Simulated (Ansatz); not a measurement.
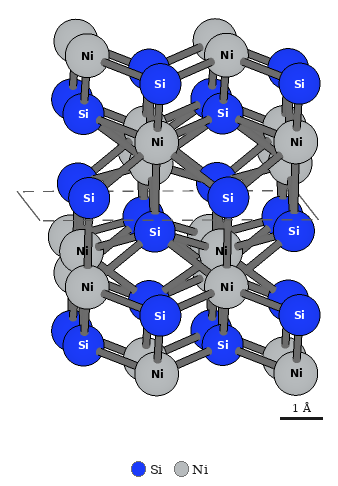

Energy scan for solid SiNi (Pnma), in which the crystal is pulled apart rigidly along the normal of the (0 0 1) plane of the conventional cell, at a cut between a plane of Si below and one of Si above, 0.94 Å apart. One cut stands in each cell, which starts 11.2 Å high; nothing is relaxed, and the dashed outline marks the cut. The picture shows the perfect crystal around the cut (dashed). The picture is a ball-and-stick view of the layers on both sides of the cut, seen from the side, nearly along the cut plane.

Level of theory: Ansatz, DFT PBE, scalar-relativistic, plane waves, PAW. Settings: plane-wave cutoff 420 eV; k-point mesh 8 × 11 × 4; occupations gaussian; smearing width 0.15 eV; no spin polarisation. Energies (free energies at the smearing named) are counted from the relaxed crystal.

```xyz
16
Lattice="-5.1541 0.0000 0.0000 0.0000 -3.3755 0.0000 0.0000 0.0000 11.2394" Properties=species:S:1:pos:R:3 pbc="T T T"
Si   -3.4984   -0.8439    0.4725
Si   -3.4984   -0.8439    6.0922
Si   -4.2328   -2.5316    3.2824
Si   -4.2328   -2.5316    8.9021
Si   -0.9213   -0.8439    2.3374
Si   -0.9213   -0.8439    7.9571
Si   -1.6557   -2.5316    5.1472
Si   -1.6557   -2.5316   10.7669
Ni   -5.1117   -2.5316    1.0592
Ni   -5.1117   -2.5316    6.6790
Ni   -2.6194   -0.8439    3.8691
Ni   -2.6194   -0.8439    9.4888
Ni   -2.5347   -2.5316    1.7506
Ni   -2.5347   -2.5316    7.3703
Ni   -0.0424   -0.8439    4.5605
Ni   -0.0424   -0.8439   10.1802
```

What energies does the calculation give (the opening: 0.00, 0.50, 1.00, 2.00, 3.00, 6.00 Å)?

Answer.
```tsv
opening (Å)	ΔE per area (J/m²)
0.00	0.000
0.50	0.954
1.00	2.235
2.00	3.570
3.00	3.862
6.00	3.923
```

At the widest opening, 6.00 Å, the energy has risen by 3.923 J/m², where the curve has levelled off: this is the ideal work of separation, the sum of the two unrelaxed surface energies of a slab 11.2 Å thick. The steepest rise lies between 0.50 Å and 1.00 Å, with a mean traction of about 26 GPa.

The computed profile:

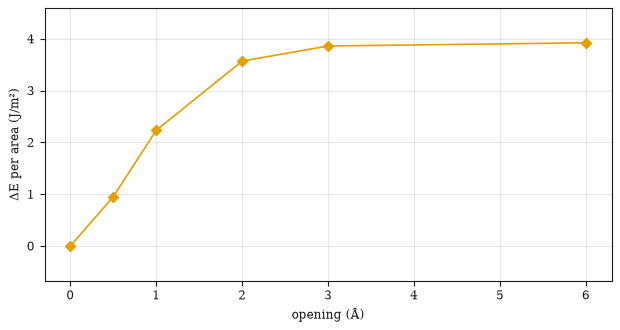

Limits of the set-up: an element that often carries a moment was run without spin polarisation.
